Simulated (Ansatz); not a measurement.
## Single-point calculation of TaN (part 2 of 2)

Continued. System: TaN (54 atoms in the cell). Method: DFT PBE, scalar-relativistic, plane waves, PAW, no spin polarisation (Ansatz 0.2.0); cutoff 420 eV, 2×2×2 k-mesh, Gaussian smearing of 0.05 eV. The structure derives from an entry of the Crystallography Open Database.

Output, continued:
```
  k-point 0: bands = ["-47.0850", "-47.0366", "-47.0366", "-47.0366", "-47.0366", "-47.0366", "-47.0366", "-47.0366", "-47.0366", "-47.0207", ... 71 levels left out ..., "-13.5109", "-13.5109", "-13.5109", "-13.5109", "-13.5109", "-13.5109", "-13.5109", "-13.5109", "-13.3916", "-13.3916", "-13.3916", "-13.3916", "-13.3916", "-13.3916", "-13.3916", "-13.3916", "-13.3916", "-13.3916", "-13.3916", "-13.3916", "-13.3916", "-13.3916", "-13.3916", "-13.3916", "-13.3245", "-13.3245", "-13.3245", "3.2909", "4.7564",
      "4.7564", "4.7564", "4.7564", "4.7564", "4.7564", "5.4749", "5.4749", "5.4749", "5.4749", "5.4749", "5.4749", "5.4749", "5.4749", "5.5160", "5.5160", "5.5160", "5.5160", "5.5160", "5.5160", "5.5160", "5.5160", "5.5160", "5.5160", "5.5160", "5.5160", "13.1729", "13.1729", "13.1729", "13.1729", "13.1729", "13.1729", "13.1729", "13.1729", "13.6784", "13.6784", "13.6784", "13.6784", "13.6784", "13.6784", "13.6784",
      "13.6784", "13.6784", "13.6784", "13.6784", "13.6784", "14.2209", "14.2209", "14.2209", "14.2209", "14.2209", "14.2209", "15.1750", "15.1750", "15.1750", "15.1750", "15.1750", "15.1750", "15.1750", "15.1750", "15.1750", "15.1750", "15.1750", "15.1750", "15.1750", "15.1750", "15.1750", "15.1750", "15.4025", "15.4025", "15.4025", "15.4025", "15.4025", "15.4025", "15.4025", "15.4025", "15.4025", "15.4025", "15.4025", "15.4025", "15.4539",
      "15.4539", "15.4539", "15.4539", "15.4539", "15.4539", "15.4539", "15.4539", "15.4539", "15.4539", "15.4539", "15.4539", "17.3506", "17.3506", "17.3506", "17.3506", "17.3506", "17.3506", "17.4183", "17.4183", "17.4183", "17.4183", "17.4183", "17.4183", "17.4183", "17.4183", "17.4183", "17.4183", "17.4183", "17.4183", "18.4579", "18.4579", "18.4579", "20.1734", "20.1734", "20.1734", "21.4807", "21.4807", "21.4807", "21.4807", "21.4807",
      "21.4807", "21.4807", "21.4807", "21.4807", "21.4807", "21.4807", "21.4807", "22.4209", "22.4209", "22.4209", "22.4209", "22.4209", "22.4209", "22.4209", "22.4209", "22.4344", "22.4344", "22.9960", "22.9960", "22.9960", "22.9960", "22.9960", "22.9960", "22.9960", "22.9960", "22.9960", "22.9960", "22.9960", "22.9960", "22.9960", "22.9960", "22.9960", "22.9960", "23.9503", "23.9503", "23.9503", "23.9503", "23.9503", "23.9503", "24.0927",
      "24.2833", "24.2833", "24.2833", "24.2833", "24.2833", "24.2833", "24.2833", "24.2833", "24.2833", "24.2833", "24.2833"]
  k-point 1: bands = ["-47.0689", "-47.0689", "-47.0367", "-47.0367", "-47.0367", "-47.0367", "-47.0367", "-47.0367", "-47.0205", "-47.0205", ... 71 levels left out ..., "-13.5575", "-13.5575", "-13.5575", "-13.4653", "-13.4653", "-13.4653", "-13.4653", "-13.4653", "-13.4653", "-13.4621", "-13.4621", "-13.4621", "-13.4621", "-13.4621", "-13.4621", "-13.4148", "-13.4148", "-13.4148", "-13.4148", "-13.4148", "-13.4148", "-13.4136", "-13.4136", "-13.3471", "-13.3471", "-13.3471", "-13.3471", "3.9579", "3.9579",
      "4.9522", "4.9522", "4.9522", "4.9522", "4.9522", "4.9522", "4.9939", "4.9939", "4.9939", "4.9939", "4.9939", "4.9939", "5.5180", "5.5180", "5.5180", "5.5180", "5.5180", "5.5180", "5.8348", "5.8348", "5.8348", "5.8348", "5.8348", "5.8348", "6.4592", "11.7589", "12.7409", "12.7409", "12.7409", "12.7409", "12.7409", "12.7409", "13.7387", "13.7387", "13.7387", "13.7387", "13.7387", "13.7387", "13.7436", "13.7436",
      "13.7436", "13.7436", "13.7436", "13.7436", "14.5708", "14.5708", "14.7907", "14.7907", "14.7907", "14.7907", "14.7907", "14.7907", "14.8465", "14.8465", "14.8465", "14.8465", "14.8465", "14.8465", "15.3086", "15.3086", "15.3086", "15.3086", "15.3086", "15.3086", "15.3325", "15.3325", "15.3325", "15.3325", "15.3325", "15.3325", "15.4289", "15.4289", "15.4289", "15.4289", "15.4289", "15.4289", "15.6778", "15.6778", "15.6778", "15.6778",
      "15.6778", "15.6778", "15.8526", "15.8526", "15.8526", "15.8526", "15.8526", "15.8526", "16.1005", "16.1005", "16.4007", "16.4007", "16.4007", "16.4007", "16.4007", "16.4007", "16.6570", "16.6570", "16.6570", "16.6570", "16.6570", "16.6570", "16.8539", "16.8539", "16.8539", "16.8539", "18.9758", "18.9758", "18.9758", "18.9758", "18.9758", "18.9758", "19.7052", "19.7052", "19.7052", "19.7052", "19.7052", "19.7052", "20.9922", "20.9922",
      "21.0627", "21.0627", "21.0627", "21.0627", "22.2711", "22.2711", "22.2711", "22.2711", "22.2711", "22.2711", "22.5035", "22.5035", "22.5035", "22.5035", "22.5035", "22.5035", "22.8533", "22.8533", "22.8533", "22.8533", "22.8533", "22.8533", "23.1385", "23.1385", "23.1385", "23.1385", "23.1385", "23.1385", "23.8163", "23.8163", "23.8163", "23.8163", "23.8163", "23.8163", "23.9412", "23.9412", "23.9412", "23.9412", "23.9412", "23.9412",
      "24.2784", "24.2784", "24.2784", "24.2784", "24.2784", "24.2784", "24.3413", "24.3413", "24.4287", "24.6405", "24.6405"]
  k-point 2: bands = ["-47.0636", "-47.0636", "-47.0474", "-47.0474", "-47.0474", "-47.0474", "-47.0152", "-47.0152", "-47.0152", "-47.0152", ... 71 levels left out ..., "-13.5026", "-13.5026", "-13.5026", "-13.5026", "-13.5026", "-13.5026", "-13.5026", "-13.4950", "-13.4950", "-13.4950", "-13.4950", "-13.4707", "-13.4707", "-13.4707", "-13.4707", "-13.4707", "-13.4707", "-13.4707", "-13.4707", "-13.4038", "-13.4038", "-13.4038", "-13.4038", "-13.3528", "-13.3528", "-13.3528", "-13.3528", "4.0742", "4.0742",
      "4.5257", "4.7998", "4.7998", "4.7998", "4.7998", "5.0464", "5.0464", "5.0464", "5.0464", "5.3534", "5.3534", "5.3534", "5.3534", "5.3534", "5.3534", "5.3534", "5.3534", "5.9028", "5.9028", "5.9028", "5.9028", "5.9028", "5.9028", "5.9028", "5.9028", "12.7223", "12.7223", "12.7223", "12.7223", "12.7223", "12.7223", "12.7223", "12.7223", "13.6791", "13.6791", "13.6791", "13.6791", "13.6791", "13.6791", "13.6791",
      "13.6791", "14.2582", "14.2582", "14.2582", "14.2582", "14.9095", "14.9095", "14.9095", "14.9095", "14.9095", "14.9095", "14.9095", "14.9095", "15.1186", "15.1186", "15.1782", "15.1782", "15.1782", "15.1782", "15.1782", "15.1782", "15.1782", "15.1782", "15.3560", "15.3560", "15.3560", "15.3560", "15.4806", "15.4806", "15.4806", "15.4806", "15.4806", "15.4806", "15.4806", "15.4806", "15.4861", "15.4861", "15.4861", "15.4861", "15.5184",
      "15.5184", "15.5184", "15.5184", "15.6501", "15.6505", "15.6505", "15.6505", "15.6505", "15.7458", "15.7458", "15.7458", "15.7458", "15.7458", "15.7458", "15.7458", "15.7458", "16.3340", "16.3340", "16.3340", "16.3340", "16.6975", "17.5557", "17.5557", "17.5557", "17.5557", "17.6582", "17.6582", "19.0087", "19.0087", "20.2597", "20.2597", "20.2597", "20.2597", "20.5384", "20.5384", "20.5384", "20.5384", "20.5384", "20.5384", "20.5384",
      "20.5384", "21.4086", "21.4086", "21.4086", "21.4086", "21.7590", "21.7590", "21.7590", "21.7590", "21.7590", "21.7590", "21.7590", "21.7590", "21.8156", "21.8156", "21.8156", "21.8156", "22.4613", "22.4613", "22.4613", "22.4613", "22.8947", "22.8947", "23.4549", "23.4549", "23.4549", "23.4549", "24.0343", "24.0343", "24.0343", "24.0343", "24.0994", "24.0994", "24.0994", "24.0994", "24.1354", "24.1354", "24.5004", "24.5004", "24.5004",
      "24.5004", "24.5004", "24.5004", "24.5004", "24.5004", "24.5728", "24.6534", "24.6534", "24.6534", "24.6534", "24.6534"]
```

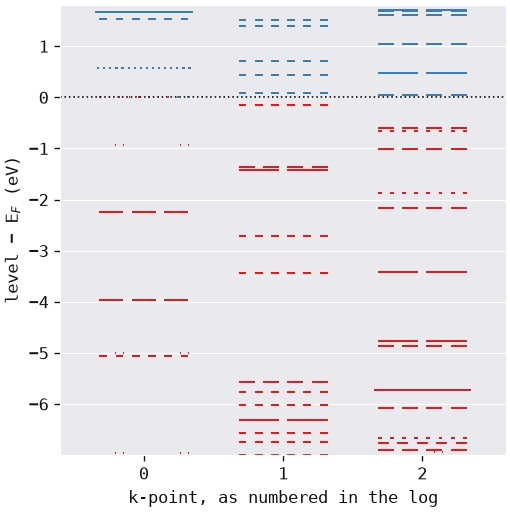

Fig. 1: Kohn–Sham levels near the Fermi level (dotted) at the few k-points that the log prints; levels within 0.02 eV of each other stand side by side. The system is metallic on the full mesh.

This output came from the following input.

Input:
```yaml
crystal:
  lattice:
    - [0.0, 6.537, 6.537]
    - [6.537, 0.0, 6.537]
    - [6.537, 6.537, 0.0]
  atoms:
    - { symbol: Ta, position: [0.166667, 0.166667, 0.166667] }
    - { symbol: Ta, position: [0.166667, 0.166667, 0.5] }
    - { symbol: Ta, position: [0.166667, 0.166667, 0.833333] }
    - { symbol: Ta, position: [0.166667, 0.5, 0.166667] }
    - { symbol: Ta, position: [0.166667, 0.5, 0.5] }
    - { symbol: Ta, position: [0.166667, 0.5, 0.833333] }
    - { symbol: Ta, position: [0.166667, 0.833333, 0.166667] }
    - { symbol: Ta, position: [0.166667, 0.833333, 0.5] }
    - { symbol: Ta, position: [0.166667, 0.833333, 0.833333] }
    - { symbol: Ta, position: [0.5, 0.166667, 0.166667] }
    - { symbol: Ta, position: [0.5, 0.166667, 0.5] }
    - { symbol: Ta, position: [0.5, 0.166667, 0.833333] }
    - { symbol: Ta, position: [0.5, 0.5, 0.166667] }
    - { symbol: Ta, position: [0.5, 0.5, 0.5] }
    - { symbol: Ta, position: [0.5, 0.5, 0.833333] }
    - { symbol: Ta, position: [0.5, 0.833333, 0.166667] }
    - { symbol: Ta, position: [0.5, 0.833333, 0.5] }
    - { symbol: Ta, position: [0.5, 0.833333, 0.833333] }
    - { symbol: Ta, position: [0.833333, 0.166667, 0.166667] }
    - { symbol: Ta, position: [0.833333, 0.166667, 0.5] }
    - { symbol: Ta, position: [0.833333, 0.166667, 0.833333] }
    - { symbol: Ta, position: [0.833333, 0.5, 0.166667] }
    - { symbol: Ta, position: [0.833333, 0.5, 0.5] }
    - { symbol: Ta, position: [0.833333, 0.5, 0.833333] }
    - { symbol: Ta, position: [0.833333, 0.833333, 0.166667] }
    - { symbol: Ta, position: [0.833333, 0.833333, 0.5] }
    - { symbol: Ta, position: [0.833333, 0.833333, 0.833333] }
    - { symbol: "N", position: [0.0, 0.0, 0.0] }
    - { symbol: "N", position: [0.0, 0.0, 0.333333] }
    - { symbol: "N", position: [0.0, 0.0, 0.666667] }
    - { symbol: "N", position: [0.0, 0.333333, 0.0] }
    - { symbol: "N", position: [0.0, 0.333333, 0.333333] }
    - { symbol: "N", position: [0.0, 0.333333, 0.666667] }
    - { symbol: "N", position: [0.0, 0.666667, 0.0] }
    - { symbol: "N", position: [0.0, 0.666667, 0.333333] }
    - { symbol: "N", position: [0.0, 0.666667, 0.666667] }
    - { symbol: "N", position: [0.333333, 0.0, 0.0] }
    - { symbol: "N", position: [0.333333, 0.0, 0.333333] }
    - { symbol: "N", position: [0.333333, 0.0, 0.666667] }
    - { symbol: "N", position: [0.333333, 0.333333, 0.0] }
    - { symbol: "N", position: [0.333333, 0.333333, 0.333333] }
    - { symbol: "N", position: [0.333333, 0.333333, 0.666667] }
    - { symbol: "N", position: [0.333333, 0.666667, 0.0] }
    - { symbol: "N", position: [0.333333, 0.666667, 0.333333] }
    - { symbol: "N", position: [0.333333, 0.666667, 0.666667] }
    - { symbol: "N", position: [0.666667, 0.0, 0.0] }
    - { symbol: "N", position: [0.666667, 0.0, 0.333333] }
    - { symbol: "N", position: [0.666667, 0.0, 0.666667] }
    - { symbol: "N", position: [0.666667, 0.333333, 0.0] }
    - { symbol: "N", position: [0.666667, 0.333333, 0.333333] }
    - { symbol: "N", position: [0.666667, 0.333333, 0.666667] }
    - { symbol: "N", position: [0.666667, 0.666667, 0.0] }
    - { symbol: "N", position: [0.666667, 0.666667, 0.333333] }
    - { symbol: "N", position: [0.666667, 0.666667, 0.666667] }
basis:
  ecutwfc: 420
  fft_grid_basis: typed
kpoints:
  mp_grid: { grid: [2, 2, 2] }
hamiltonian:
  xc: pbe
  pseudopotentials: { kind: paw }
scf:
  occupations: { method: gaussian, width: 0.05 }
output:
  forces: true
  stress: false
  eigenvalues: true
  bader: false
  write_density: true
  volumetric_format: npy
```

Launch command:
```bash
ansatz run input.yaml --threads 8 --pin off --max-ram 16384MiB --backend cpu --events-out ev --progress --plain --runs-dir out
```

Key numbers:

| quantity | value |
| --- | --- |
| outcome | converged |
| space group (tolerance 0.01 Å) | Fm-3m (225) |
| electrons treated | 486 |
| free energy | −278581.0667 eV |
| Fermi energy | 22.419 eV |
| gap on the k-point mesh | none (metallic) |
| largest force (length of the vector) | under 0.001 eV/Å |
| hardware | 8 threads of Arm Neoverse N1, 98 GiB of memory available, shared host |
| wall time | 7.5 s (CPU time 52 s) |
| peak memory | 2.5 GiB |

Notes:

Warnings of the run: the structure was made exactly symmetric. Spin–orbit coupling is left out, which matters for Ta.
